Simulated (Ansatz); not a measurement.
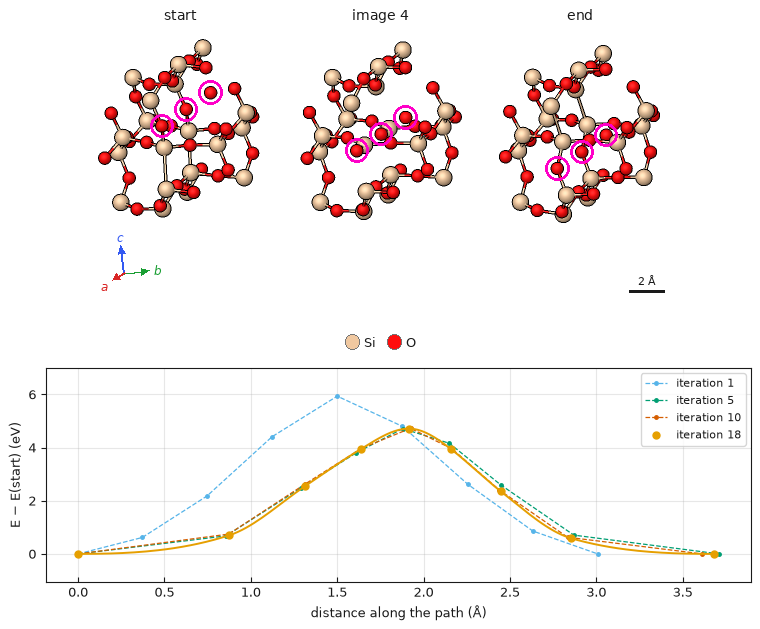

NEB run on SiO2 with an O vacancy (17 atoms in the cell). Images are numbered from 0 (start) to 8 (end). The plot follows the band through its iterations. A ball-and-stick model of the atoms within 5.5 Å of the middle of the path, seen slightly off an axis. The moving atom is ringed, with any periodic copies. Bonds to atoms that aren't drawn are left out.

All numbers below come from DFT PBEsol, scalar-relativistic, plane waves, PAW (Ansatz). Set-up: plane-wave cutoff 420 eV; k-point mesh 2 × 2 × 2; Fermi-Dirac smearing 0.05 eV; 7 movable images; climbing image; force threshold 0.05 eV/Å; iteration limit 43; starting path by image-dependent pair potential.

Judge this run.

The run is converged, with reservations. The band converged in 18 iterations. The climbing image converged on the top of the path. A check of its curvatures didn't confirm a first-order saddle. The first iteration put the highest image at 5.94 eV. The two ends have the same energy, and the highest point, image 4, lies 4.72 eV above the start.

Limits of the set-up: the periodic images lie only 4.9 Å apart, so the values are limited by the cell's size.

The run took 16 min on 1 thread of Arm Neoverse V1, on a shared host, peak memory 0.88 GiB.

PAW datasets: the set soft_1.
